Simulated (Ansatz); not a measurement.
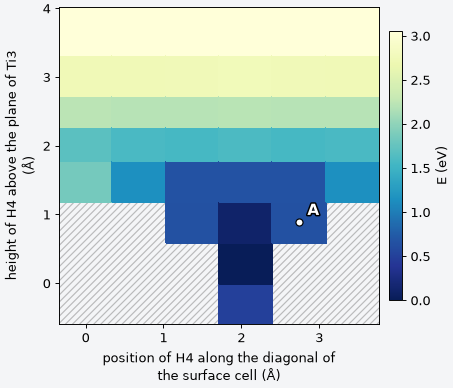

H on a Ti(100) slab cut from the Fm-3m phase, its upper half relaxed before the scan (3 atoms of substrate and one adsorbate in a 1 × 1 cell). H is moved along a line over the surface and along the normal, above a rigid substrate. Coordinates scanned: (1) position of H4 along the diagonal of the surface cell, from above Ti3; (2) height of H4 above the plane of Ti3. The grid has 6 × 8 points; 24 points were computed and 11 follow by symmetry. At 13 points there is no value (left out of the scan, as a rule where atoms come close). Points are written as (first, second). Energies are in eV, from the lowest grid point. The electronic state followed may not be the lowest one. All numbers below come from DFT PBE, scalar-relativistic, plane waves, PAW in Ansatz. Settings: cutoff 420 eV, k-mesh 9×9×1, gaussian smearing 0.1 eV, spin-polarised.

The picture shows one coloured cell a grid point, hatched blanks where no value was computed, the point A.

Is A at rest? If not, where is it pushed?

Answer. A, at (2.74 Å, 0.89 Å), is not a stationary point. The computed force is 2.3 eV for each Å towards smaller values of the first coordinate and 1.2 eV for each Å towards larger values of the second coordinate.

PAW datasets: the set soft_1.
